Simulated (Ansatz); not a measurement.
**Zn10S9 (cell with a defect): density, localisation and related maps**

The calculation's input:

```
crystal:
  lattice:
    - [0.0, -6.6618213961, 0.0]
    - [5.7693065645, -3.3309106981, 0.0]
    - [0.0, -2.220607132, 9.4492875731]
  atoms:
    - { symbol: Zn, position: [0.6667007601, 0.6666666667, 0.9998977196] }
    - { symbol: Zn, position: [0.3333674268, 0.3333333333, 0.9998977196] }
    - { symbol: Zn, position: [3.40935e-05, 0.0, 0.9998977196] }
    - { symbol: Zn, position: [0.4444128215, 0.6666666667, 0.6667615355] }
    - { symbol: Zn, position: [0.1110794882, 0.3333333333, 0.6667615355] }
    - { symbol: Zn, position: [0.7777461548, 0.0, 0.6667615355] }
    - { symbol: Zn, position: [0.2221345804, 0.6666666667, 0.3335962588] }
    - { symbol: Zn, position: [0.8888012471, 0.3333333333, 0.3335962588] }
    - { symbol: Zn, position: [0.5554679137, 1.0, 0.3335962588] }
    - { symbol: S, position: [0.5833715591, 0.6666666667, 0.2498853226] }
    - { symbol: S, position: [0.2500382258, 0.3333333333, 0.2498853226] }
    - { symbol: S, position: [0.9167048925, 0.0, 0.2498853226] }
    - { symbol: S, position: [0.1388135683, 0.6666666667, 0.5835592951] }
    - { symbol: S, position: [0.805480235, 0.3333333333, 0.5835592951] }
    - { symbol: S, position: [0.4721469016, 1.0, 0.5835592951] }
    - { symbol: S, position: [0.3612407105, 0.6666666667, 0.9162778684] }
    - { symbol: S, position: [0.0279073772, 0.3333333333, 0.9162778684] }
    - { symbol: S, position: [0.6945740439, 0.0, 0.9162778684] }
    - { symbol: Zn, position: [0.2858291745, -0.0084547083, 0.1251334825] }
basis:
  ecutwfc: 420
  xc_grid: 2
kpoints:
  mp_grid: { grid: [2, 2, 2], shift: [0.0, 0.0, 0.0] }
hamiltonian:
  xc: pbe
scf:
  occupations: { method: gaussian, width: 0.02 }
output:
  forces: true
  stress: false
  eigenvalues: true
  write_density: true
  write_potential: true
  elf: true
  volumetric_format: npy
relax:
  adjacent_minimum: "off"
  f_tol: 0.02
  max_steps: 60
```

Run with:

```sh
ansatz run input.yaml --threads 4 --pin off --max-ram 10240MiB --backend cpu --events-out ev --progress --plain --runs-dir out
```

The fields are those of the run's last geometry, not of the input's.

Level of theory: DFT PBE, scalar-relativistic, plane waves, PAW in Ansatz.

The density is the valence pseudo-density of a PAW calculation; it isn't the true density close to the nuclei.

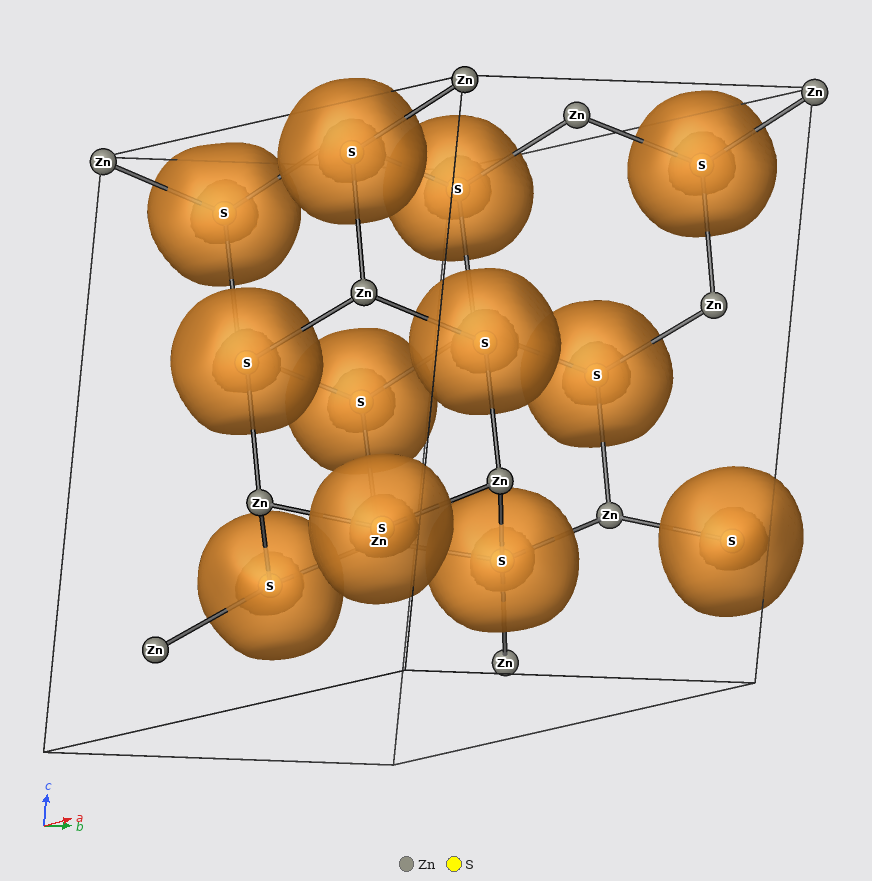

Figure 1. Isosurface of the ELF at 0.65 (orange), seen at an oblique angle. Only the valence region is drawn (cores and ρ < 0.01 e/Å³ removed). Sticks mark near contacts.

Describe the localisation domains.

Answer. The surface consists of nine regions wrapped around S (the valence shell of each), counted in one cell of 19 atoms. Regions shared between cells count once. Profiles from the grid: Zn–S (2.30 Å): the ELF peaks at about 0.90 in the valence shell of S, 0.8 Å from its nucleus, and is about 0.55 at the midpoint. Zn–S (2.34 Å): the ELF peaks at about 0.90 in the valence shell of S, 0.8 Å from its nucleus, and is about 0.55 at the midpoint.

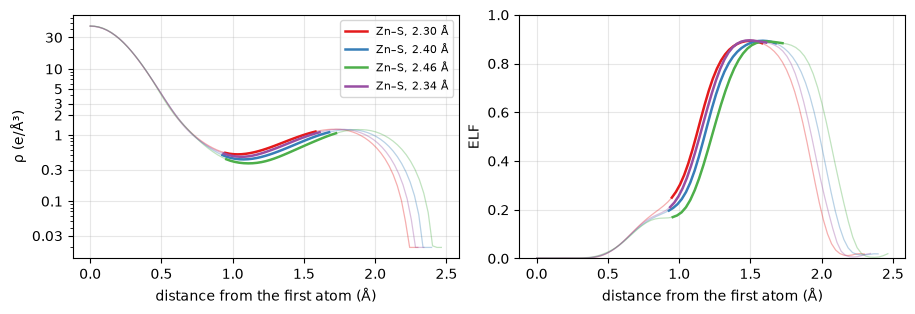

Figure 2. Valence charge density (pseudo) and electron localisation function along straight lines between neighbouring atoms. Thin, pale parts lie inside the atomic spheres.

Compare the contacts.

Answer. Zn–S (2.30 Å): ρ is about 0.55 e/Å³ halfway; the ELF peaks at about 0.90 in the valence shell of S, 0.8 Å from its nucleus, and is about 0.55 at the midpoint.
Zn–S (2.40 Å): the density is about 0.46 e/Å³ at the midpoint; the ELF peaks at about 0.90 in the valence shell of S, 0.8 Å from its nucleus, and is about 0.55 at the midpoint.
Zn–S (2.46 Å): ρ at the midpoint is about 0.4 e/Å³; the ELF peaks at about 0.90 in the valence shell of S, 0.9 Å from its nucleus, and is about 0.50 at the midpoint.
Zn–S (2.34 Å): ρ is about 0.51 e/Å³ halfway; the ELF peaks at about 0.90 in the valence shell of S, 0.8 Å from its nucleus, and is about 0.55 at the midpoint.

Metal or insulator at this level of theory?

Answer. It is gapped, with a Kohn–Sham gap of 0.86 eV on the k-point mesh, an upper bound to the gap of this method.
